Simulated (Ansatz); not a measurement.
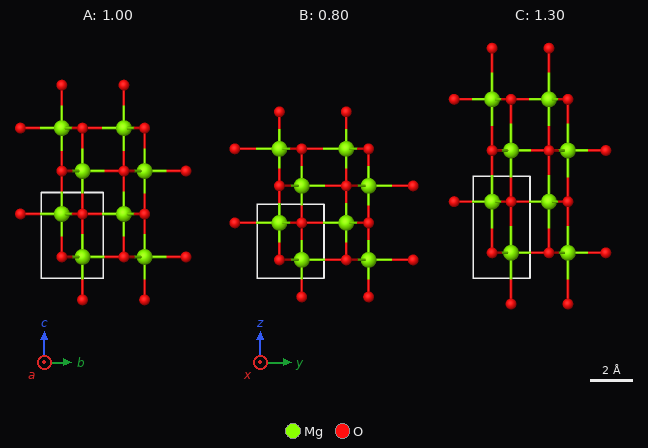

A crystal of MgO (P6_3/mmc): the ratio of the cell's length along z to its lengths across, counted as 1 for the reference, is changed at fixed volume (a c/a path), with the atoms kept at their fractional coordinates. x, y and z are the Cartesian axes of the input. Style: ball-and-stick. Shown: the cell of the calculation, repeated 2 × 2 × 2 with one cell outlined, along the a axis.

The calculation used DFT PBEsol, scalar-relativistic, plane waves, PAW in Ansatz 0.2.0. Settings: plane-wave cutoff 420 eV; k-point mesh 9 × 9 × 6; occupations gaussian; smearing width 0.05 eV; no spin polarisation. Energies (free energies at the smearing named) are counted from the cell as listed in its source, which wasn't relaxed.

Question: Rank the frames from lowest to highest energy.

Answer: Lowest first: A (the relative ratio 1.00, 0 meV/atom), C (the relative ratio 1.30, 235 meV/atom), B (the relative ratio 0.80, 304 meV/atom). Over the whole scan: the lowest computed point lies at the relative ratio 1.00 (0 meV/atom). The unrelaxed reference is under a pressure of 1.1 GPa. The distortion keeps the space group P6_3/mmc. At the relative ratio 1.30 the cell of the drawing goes a 3.486 → 3.194 Å, b 3.486 → 3.194 Å, c 4.178 → 4.977 Å.
